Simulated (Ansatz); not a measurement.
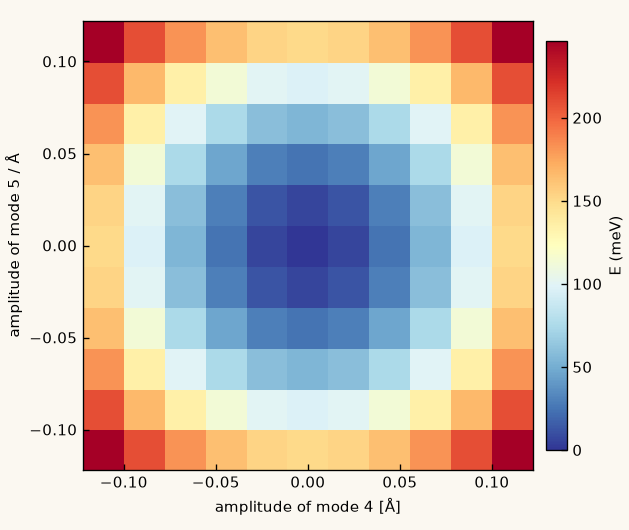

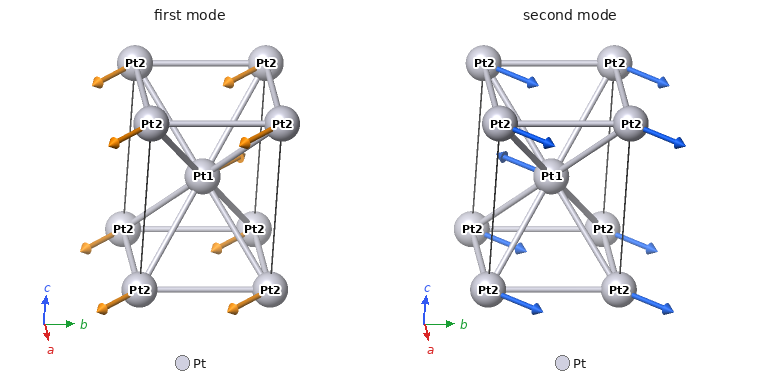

Energy landscape of Pt (Fm-3m, No. 225; 2 atoms in the cell). The energy is mapped over two normal modes frozen in (zone-centre modes of the 2-atom cell of this scan, which folds in the wave vector (0, 1/2, 1/2) of the primitive cell). Coordinates scanned: (1) amplitude of mode 4 (131 cm⁻¹), largest displacement; (2) amplitude of mode 5 (131 cm⁻¹), largest displacement. Nothing is relaxed (the cell and all other modes fixed). The grid has 11 × 11 points; 21 points were computed and 100 follow by symmetry. Points are written as (first, second). Energies: meV per cell, counted from the lowest grid point. Theory: DFT PBEsol, scalar-relativistic, plane waves, PAW (Ansatz). Settings: cutoff 420 eV, k-mesh 16×16×12 in the order of the run's cell vectors, gaussian smearing 0.15 eV, no spin polarisation.

The picture shows one coloured cell a grid point. The second picture is the structure at the lowest point

Question: Summarise what can be read from the map.

Answer: The lowest grid point is at (0.000 Å, 0.000 Å). It is the only kind of minimum in the scanned range. The highest grid point, (−0.111 Å, −0.111 Å), lies 246 meV above the lowest.

Grid values (meV):

| second ↓, first → | −0.111 | −0.089 | −0.067 | −0.044 | −0.022 | 0.000 | 0.022 | 0.044 | 0.067 | 0.089 | 0.111 |
| --- | --- | --- | --- | --- | --- | --- | --- | --- | --- | --- | --- |
| 0.111 | 246 | 209 | 182 | 164 | 154 | 150 | 154 | 164 | 182 | 209 | 246 |
| 0.089 | 209 | 167 | 135 | 113 | 101 | 96 | 101 | 113 | 135 | 167 | 209 |
| 0.067 | 182 | 135 | 99 | 74 | 59 | 54 | 59 | 74 | 99 | 135 | 182 |
| 0.044 | 164 | 113 | 74 | 46 | 30 | 24 | 30 | 46 | 74 | 113 | 164 |
| 0.022 | 154 | 101 | 59 | 30 | 12 | 6 | 12 | 30 | 59 | 101 | 154 |
| 0.000 | 150 | 96 | 54 | 24 | 6 | 0 | 6 | 24 | 54 | 96 | 150 |
| −0.022 | 154 | 101 | 59 | 30 | 12 | 6 | 12 | 30 | 59 | 101 | 154 |
| −0.044 | 164 | 113 | 74 | 46 | 30 | 24 | 30 | 46 | 74 | 113 | 164 |
| −0.067 | 182 | 135 | 99 | 74 | 59 | 54 | 59 | 74 | 99 | 135 | 182 |
| −0.089 | 209 | 167 | 135 | 113 | 101 | 96 | 101 | 113 | 135 | 167 | 209 |
| −0.111 | 246 | 209 | 182 | 164 | 154 | 150 | 154 | 164 | 182 | 209 | 246 |

Each point was launched as `ansatz run input.yaml --threads 2 --pin off --max-ram 4096MiB --backend cpu --events-out ev --progress --plain --runs-dir out`. The whole map (21 points run) took 6.6 min on 2 threads of Arm Neoverse N1, with other jobs on the host.

PAW datasets: the set soft_1.
